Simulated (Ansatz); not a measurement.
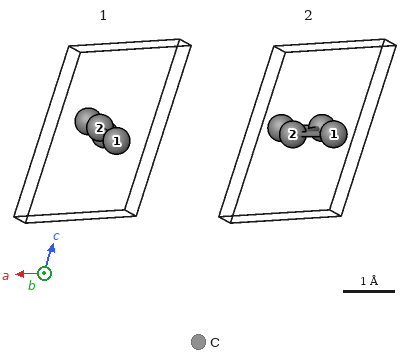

Two geometries of a crystal of C (set up in P-1), drawn at one scale. One is the start of a relaxation, the other its converged end. The picture is a ball-and-stick view of the cell of the calculation, reduced to other axes, seen from a free direction. Lengths and directions refer to the drawn axes.

Computed with DFT LDA, scalar-relativistic, plane waves, PAW (Ansatz 0.2.0). Set-up: plane-wave cutoff 420 eV; k-point mesh 12 × 12 × 12; occupations gaussian; smearing width 0.05 eV; no spin polarisation; atoms relaxed in a fixed cell; force threshold 0.01 eV/Å; at most 80 steps.

### Which of the two is the end point?

Structure 2 is the relaxed one. Case: all atoms moved at random, sigma 0.4 Å for each component, cell strained at random, sigma 0.01; relaxed back. The energy falls by 1830 meV per atom in 4 geometry steps. Largest force component: 11 eV/Å at the start, 0.00031 eV/Å at the end. The largest moves, 0.28 Å, are those of C1 and C2. C1 goes along [−3 −1 1]. The lattice vectors keep their values. Some distances before and after: C1–C2 1.927 → 1.413 Å, C1–C2 (another image) 1.181 → 1.412 Å, C1–C2 (another image) 1.353 → 1.423 Å. New bonds form: C1–C2 (1.93 → 1.41 Å). Among the angles between lasting bonds that change: C2–C1–C2 152.2° → 120.4°. The space group stays P-1 (No. 2).
